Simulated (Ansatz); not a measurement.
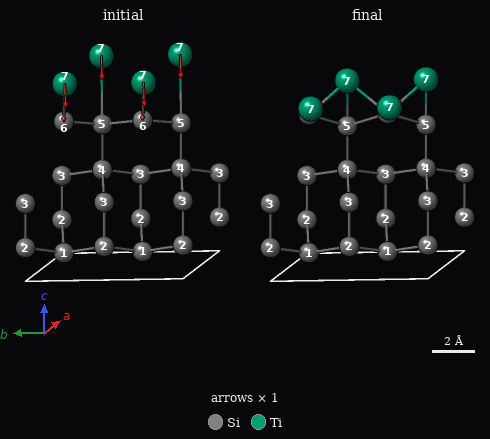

The structure of a slab of composition TiSi$_{6}$ (cut from the Fd-3m phase) before (left) and after (right) a constrained relaxation, at one scale. The red arrows give the displacements, at their true length.

The picture is a ball-and-stick view of the 1 × 2 repeat of the cell, outlined in the plane, without the vacuum, seen from a free direction.

Case: Ti put at a bridge Si-Si site. The slab is the (1 1 1) face of Si with Ti on it. 3 atoms are held fixed.

Computed with DFT PBEsol, scalar-relativistic, plane waves, PAW in Ansatz. (plane-wave cutoff 420 eV; k-point mesh 9 × 9 × 1; occupations gaussian; smearing width 0.05 eV; collinear spin; dipole correction; atoms relaxed in a fixed cell; force threshold 0.03 eV/Å; at most 70 steps)

Summarise the run.

Answer. The largest move is that of Ti7, 1.39 Å at 53° to the normal (−c side). By element the largest moves are Ti 1.39 Å, Si 0.35 Å. The cell stays as it was. Some distances before and after: Si6–Ti7 3.842 → 2.568 Å, Si5–Ti7 3.343 → 2.405 Å, Si5–Si6 2.318 → 2.481 Å, Si6–Ti7 (another image) 2.717 → 2.569 Å. New bonds form: Si6–Ti7 (3.84 → 2.57 Å). Bond angles that change, for instance: Si5–Si6–Ti7 82.8° → 56.9°, Si6–Si5–Ti7 83.4° → 63.4°, Si4–Si5–Ti7 160.6° → 179.8°. The energy falls by 1.507 eV per cell of the calculation in 9 geometry steps. Largest force component: 1.3 eV/Å at the start, 0.013 eV/Å at the end. The program noted that the starting moments weren't kept. The run may lie on a higher electronic state than the lowest, so the end point isn't shown to be the ground-state structure. The run took 6.2 min on 1 thread of Intel(R) Xeon(R) 6975P-C (Granite Rapids) (shared host), peak memory 0.86 GiB.

Limits of the set-up: the periodic images lie only 3.8 Å apart, so the values are limited by the cell's size.
